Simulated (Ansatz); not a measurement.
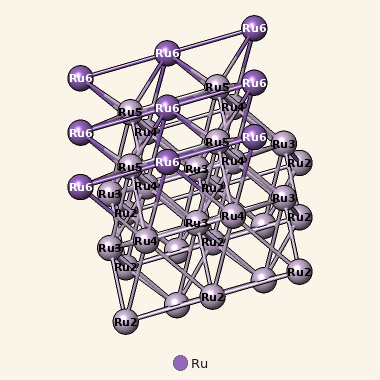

The system is S on a Ru(100) slab cut from the P6_3/mmc phase, its upper half relaxed before the scan (6 atoms of substrate and one adsorbate in a 1 × 1 cell); the picture shows it without the atoms that are moved over the map. 
- S is moved over the surface cell; relaxed at each place: the height of the adsorbate's atoms; substrate rigid; the origin of the map has the adsorbate above Ru6.
- Places are given modulo a cell vector. The map is drawn in real space over the plane of the surface.
- The scan uses a 6 × 10 grid; 24 points were computed and 36 follow by symmetry.
- All energies are given in eV relative to the lowest grid point.
- With one adsorbate in each 1 × 1 cell, its nearest image is 2.7 Å away, so neighbouring adsorbates interact.
- Method: DFT PBE, scalar-relativistic, plane waves, PAW (Ansatz). Settings: cutoff 420 eV, k-mesh 10×6×1, gaussian smearing 0.1 eV, no spin polarisation.

Range: position of S7 along the first surface vector from 0.000 to 0.833; position of S7 along the second surface vector from 0.0 to 0.9.

**What will the energy surface look like?**

The lowest grid point is at the trough between two rows of top atoms, (0/6, 5/10) of the cell vectors. A higher local minimum lies near (3/6, 3/10) of the cell vectors [nearest 1 Ru at 2.28 Å] (0.21 eV above the lowest at that grid point). The highest grid point, (1/6, 1/10) of the cell vectors [nearest 1 Ru at 2.21 Å], lies 1.12 eV above the lowest. On the interpolated surface the easiest way out of the lowest well to the well at about (0.50, 0.28) of the cell vectors passes a barrier of about 0.45 eV. At the lowest point the adsorbate has 2 Ru at 2.33 Å as nearest neighbours, at the highest 1 Ru at 2.21 Å. Its relaxed height above the top atom is 1.24 Å at the lowest and 2.12 Å at the highest point.

```csv
"second ↓, first →",0/6,1/6,2/6,3/6,4/6,5/6
9/10,1.05,1.12,1.04,0.59,1.04,1.12
8/10,1.04,1.07,0.88,0.34,0.88,1.07
7/10,0.81,0.77,0.51,0.21,0.51,0.77
6/10,0.26,0.39,0.48,0.53,0.48,0.39
5/10,0.00,0.36,0.62,0.74,0.62,0.36
4/10,0.26,0.39,0.48,0.53,0.48,0.39
3/10,0.81,0.77,0.51,0.21,0.51,0.77
2/10,1.04,1.07,0.88,0.34,0.88,1.07
1/10,1.05,1.12,1.04,0.59,1.04,1.12
0/10,1.04,1.11,1.05,0.66,1.05,1.11
```

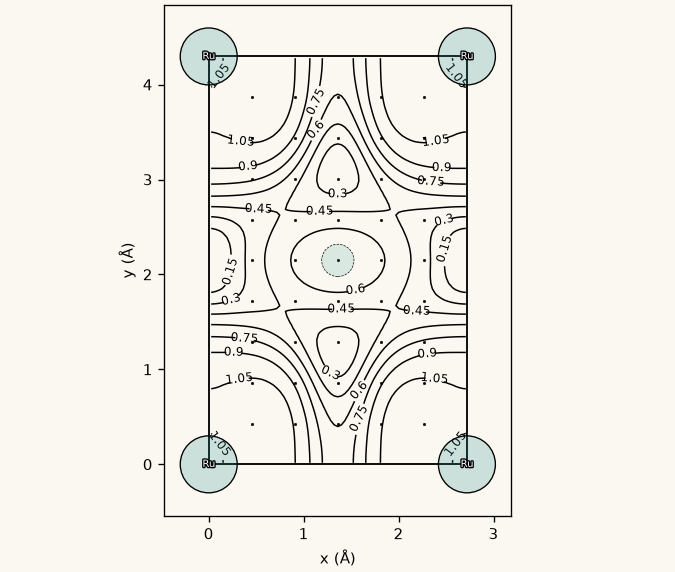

In the figure: contour lines labelled in eV, dots at the grid points, labelled circles for the atoms of the top layer and small ones for the second layer, the outline of one cell of the plane. Between grid points the surface is interpolated.

The whole map (24 points run) took 6.7 min on 4 threads of Intel(R) Xeon(R) 6975P-C (Granite Rapids) (shared host).

PAW datasets: the set soft_1.
